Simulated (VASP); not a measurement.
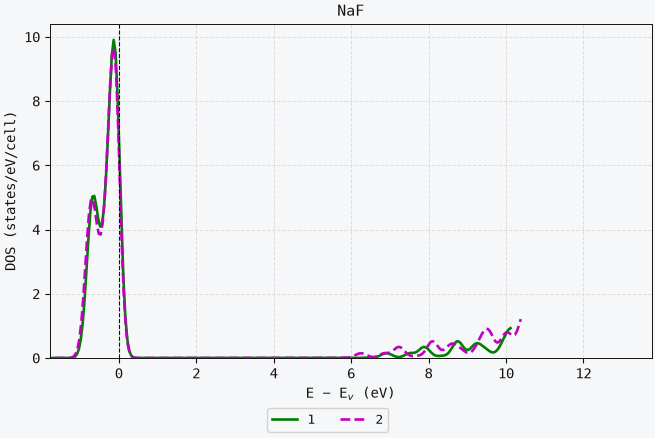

Total densities of states of NaF, space group I-4m2, 2 atoms in the cell, zincblende type, uniaxial (x) strain −5.0%, by two methods on the same cell. The curves are built from the levels of the k mesh with Gaussians 0.3 eV wide, which also blur the band edges. Each is counted from its own valence-band top.

Q: Which curve is which? The methods: r2SCAN (VASP), PBE (VASP).

A: 1 is r2SCAN (VASP); 2 is PBE (VASP). r2SCAN (VASP) gives a gap of 6.42 eV and PBE (VASP) gives a gap of 5.76 eV.

Settings. r2SCAN (VASP): DFT, r2SCAN, plane waves, PAW, 8×8×8 k mesh, 520 eV cutoff, Gaussian smearing of 0.01 eV (VASP). PBE (VASP): DFT, PBE, plane waves, PAW, 8×8×8 k mesh, 520 eV cutoff, Fermi-Dirac smearing of 0.02 eV (VASP 6.6.1).
